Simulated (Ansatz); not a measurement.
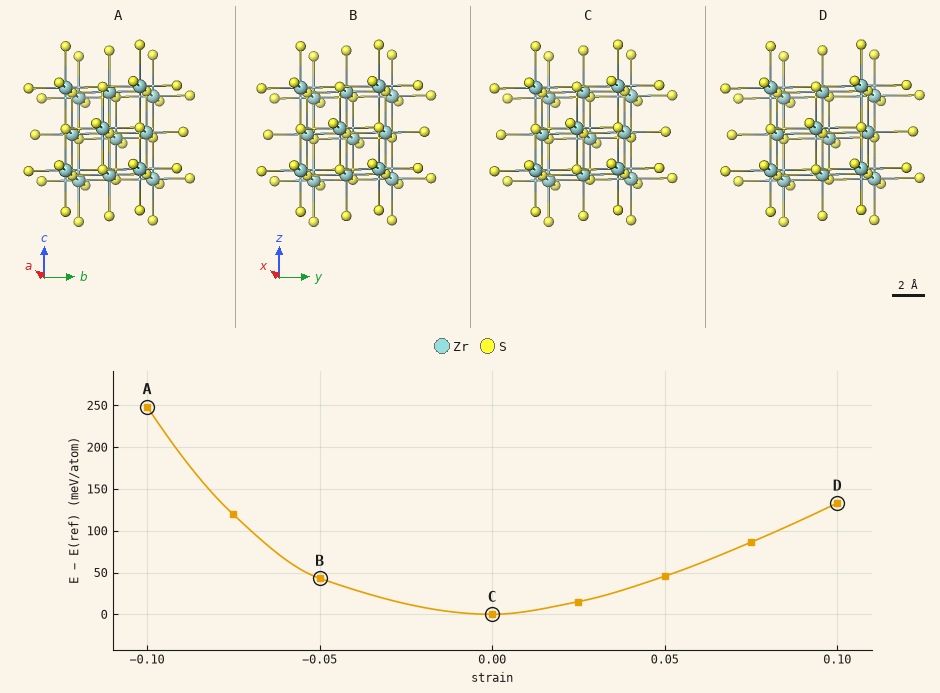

A scan of a crystal of ZrS (Fm-3m): the cell is strained along y alone, with the atoms kept at their fractional coordinates. x, y and z are the Cartesian axes of the input. The lettered frames are marked on the plot. The picture is a ball-and-stick view of the conventional cell (4 times the calculation's cell), seen along the a axis, with a slight tilt. Lengths and directions refer to the drawn axes.

These are results of DFT r2SCAN, scalar-relativistic, plane waves, PAW (Ansatz 0.2.0), not measurements. (plane-wave cutoff 500 eV; k-point mesh 16 × 16 × 16; occupations gaussian; smearing width 0.15 eV; no spin polarisation). Energies (free energies at the smearing named) are counted from the cell as listed in its source, which wasn't relaxed.

Describe the profile.

Of the computed points the lowest is at the strain 0.00, 0.0 meV/atom. At the ends of the scan the energy is 248.6 meV/atom (−0.10) and 133.1 meV/atom (0.10). The unrelaxed reference is under a pressure of −2.0 GPa, which tilts the curve. The distortion takes the space group from Fm-3m to I4/mmm. At the strain −0.10 the cell of the drawing goes b 5.250 → 4.725 Å.
